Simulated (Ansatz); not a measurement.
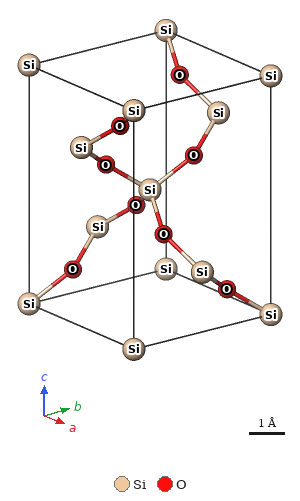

Lattice vibrations of a crystal of SiO2, at the zone centre. A ball-and-stick model of the conventional cell (2 times the calculation's cell), seen from a free direction. Lengths and directions refer to the drawn axes.

All numbers below come from Ansatz, DFT PBE, scalar-relativistic, plane waves, PAW. Set-up: plane-wave cutoff 420 eV; k-point mesh 6 × 6 × 6; occupations fixed; no spin polarisation.

Frequencies are those without the non-analytic (LO–TO) term.

**List the optical modes.**

The calculation's cell holds 6 atoms, so there are 15 optical modes, in 11 levels. The optical modes span 4E + A₁ + 2A₂ + 2B₁ + 2B₂. No level is unstable.

| level | symmetry | frequency (cm⁻¹) | activity |
| --- | --- | --- | --- |
| 1 | E | 128 | infrared- and Raman-active |
| 2 | A₁ | 300 | Raman-active |
| 3 | A₂ | 353 | silent |
| 4 | B₁ | 405 | Raman-active |
| 5 | B₂ | 419 | infrared- and Raman-active |
| 6 | E | 441 | infrared- and Raman-active |
| 7 | B₁ | 739 | Raman-active |
| 8 | E | 751 | infrared- and Raman-active |
| 9 | B₂ | 1035 | infrared- and Raman-active |
| 10 | E | 1043 | infrared- and Raman-active |
| 11 | A₂ | 1093 | silent |

The displacement patterns (one member of each degenerate set), 6 of the levels:

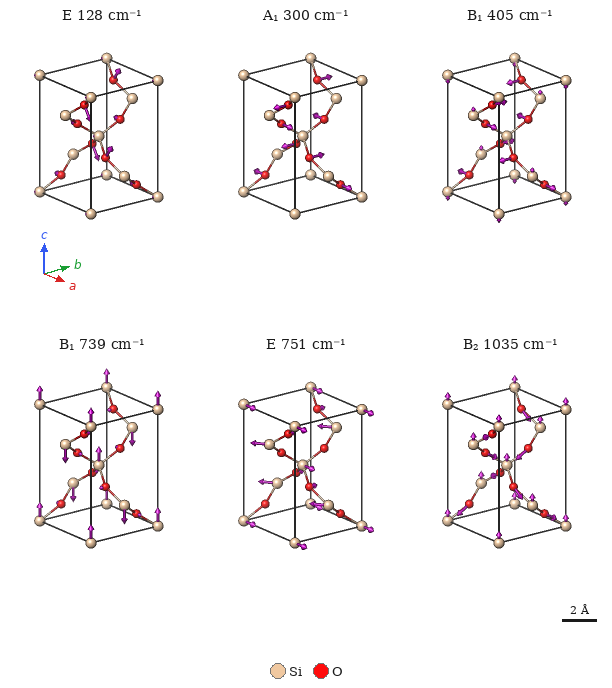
